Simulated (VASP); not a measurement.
```
Al N
1.0
     3.11300    0.00000    0.00000
     0.00000    4.98100    0.00000
     0.00000    0.00000   38.46614
Al N
18 18
Direct
  0.00000 0.02391 0.21433
  0.50000 0.49197 0.22891
  0.50000 0.00047 0.27872
  0.00000 0.49580 0.30073
  0.00000 0.99875 0.34803
  0.50000 0.49803 0.37118
  0.50000 0.99886 0.41811
  0.00000 0.49892 0.44146
  0.00000 0.99914 0.48832
  0.50000 0.49914 0.51168
  0.50000 0.99892 0.55854
  0.00000 0.49886 0.58189
  0.00000 0.99803 0.62882
  0.50000 0.49875 0.65197
  0.50000 0.99580 0.69927
  0.00000 0.50047 0.72128
  0.00000 0.99197 0.77109
  0.50000 0.52391 0.78567
  0.00000 0.37646 0.20866
  0.50000 0.87399 0.23088
  0.50000 0.38023 0.27776
  0.00000 0.87917 0.30115
  0.00000 0.38032 0.34783
  0.50000 0.88047 0.37129
  0.50000 0.38108 0.41802
  0.00000 0.88116 0.44154
  0.00000 0.38128 0.48825
  0.50000 0.88128 0.51175
  0.50000 0.38116 0.55846
  0.00000 0.88108 0.58198
  0.00000 0.38047 0.62871
  0.50000 0.88032 0.65217
  0.50000 0.37917 0.69885
  0.00000 0.88023 0.72224
  0.00000 0.37399 0.76912
  0.50000 0.87646 0.79134
```

Method: Kohn-Sham DFT of a periodic cell, PBEsol, VASP PAW PBE potentials, recommended (VASP 6.6.1).

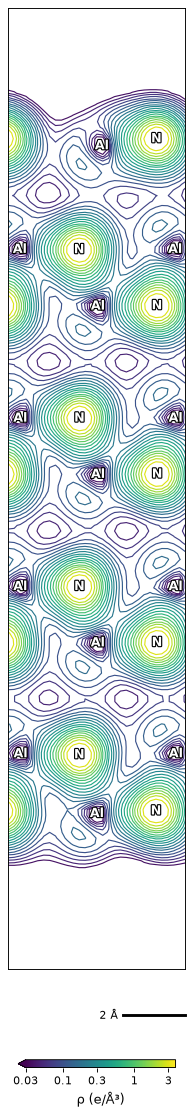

AlN (slab). Valence pseudo-density on the (100) plane of the calculation cell, a cut from vacuum to vacuum.

The density is the valence pseudo-density of a PAW calculation; it isn't the true density close to the nuclei.

> Describe what can be read from this map.

- The section cuts through Al and N sites.
- Al–N (1.77 Å): ρ at the midpoint is about 0.83 e/Å³.
- Al–N (1.90 Å): ρ is about 0.65 e/Å³ halfway.
- Al–N (1.96 Å): the density is about 0.59 e/Å³ at the midpoint.
- The density dies away to nearly zero in the vacuum.

> Does the calculation make it a metal, or give it a gap?

It is gapped, with a Kohn–Sham gap of 2.8 eV on the k-point mesh (the band edges may lie off the mesh, which would make the gap smaller).
